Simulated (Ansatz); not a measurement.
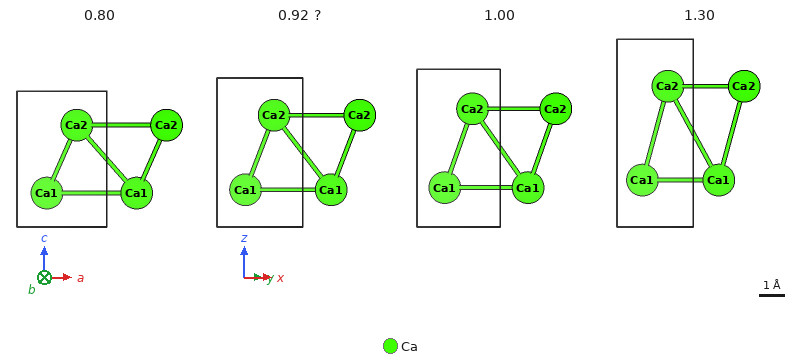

Crystalline Ca (P6_3/mmc): the ratio of the cell's length along z to its lengths across, counted as 1 for the reference, is changed at fixed volume (a c/a path), with the atoms kept at their fractional coordinates. x, y and z are the Cartesian axes of the input. The picture is a ball-and-stick view of the cell of the calculation, repeated 2 × 1 × 1 with one cell outlined, seen along the b axis.

Method: DFT PBEsol, scalar-relativistic, plane waves, PAW in Ansatz. Set-up: plane-wave cutoff 420 eV; k-point mesh 15 × 15 × 8; occupations gaussian; smearing width 0.15 eV; no spin polarisation. Energies (free energies at the smearing named) are counted from the cell as listed in its source, which wasn't relaxed.

| axial ratio over its reference value | energy change (meV/atom) |
| --- | --- |
| 0.80 | 97.4 |
| 0.85 | 55.1 |
| 0.92 | ? |
| 0.96 | 4.4 |
| 1.00 | 0.0 |
| 1.05 | 5.6 |
| 1.10 | 23.1 |
| 1.20 | 90.9 |
| 1.30 | 190.6 |

> Fill in the missing row.

A straight line between the two neighbours gives 22.8 meV/atom. A cubic through the four nearest rows (0.80, 0.85, 0.96, 1.00) gives, with Lagrange weights, (−0.1400)(97.4) + (0.4655)(55.1) + (0.9545)(4.4) + (−0.2800)(0.0) = 16.2 meV/atom. The calculation gives 16.1 meV/atom, so the cubic is 0.1 meV/atom too high and the straight line 6.7 meV/atom too high, as the curve bends upwards here.

The whole profile:

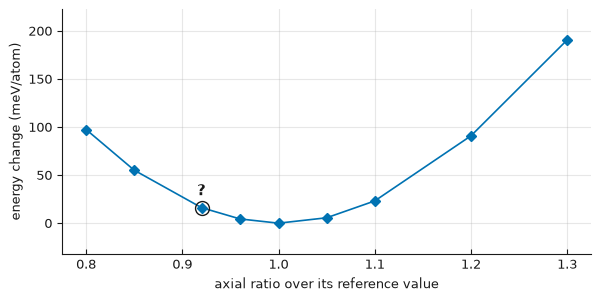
